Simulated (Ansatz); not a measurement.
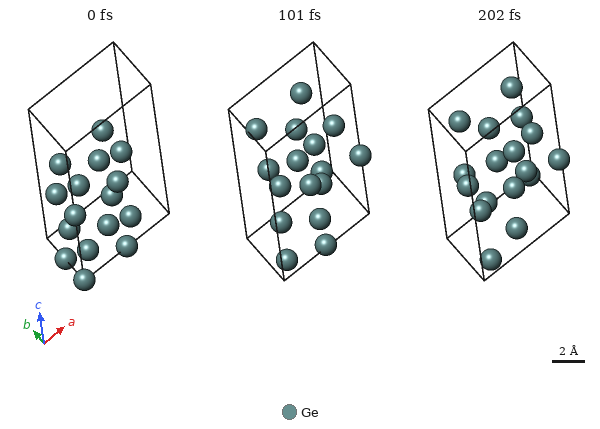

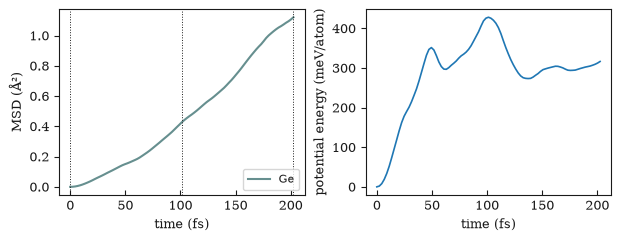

Molecular dynamics of a 16-atom cell of Ge, 202 fs long. The cell was cut from the diamond crystal. Frames and the history of the run. Style: spheres-only. Shown: the reduced simulation cell, slightly off an axis. Atoms that leave the cell re-enter on the other side. Lengths and directions refer to the drawn axes.

Theory: DFT PBE-D3(BJ), scalar-relativistic, plane waves, PAW (Ansatz). Set-up: plane-wave cutoff 420 eV; k-point mesh 2 × 2 × 2; Fermi-Dirac smearing 0.36 eV; volume 1.15 times that of the relaxed crystal; Langevin thermostat (NVT); set temperature 4200 K; time step 2.25 fs; friction 0.02 per fs.

Q: What do the frames and curves show?

A: Root-mean-square distances from the starting positions over the second half, with the common drift of all atoms taken out: Ge 0.88 Å. That is a large part of the typical shortest distance between atoms in the first frame, about 2.6 Å and still growing: the atoms leave their places as in a liquid, so the crystal loses its order. Over the second half the temperature averages 2957 K (spread ±480 K). The potential energy in the second half lies on average 315 meV per atom above the first frame.

Limits of the set-up: the k-point mesh is coarse for a cell with partly filled bands.

The run took 14 min on 2 threads of Intel(R) Xeon(R) Platinum 8488C (Sapphire Rapids), with other jobs on the host, peak memory 1.5 GiB.
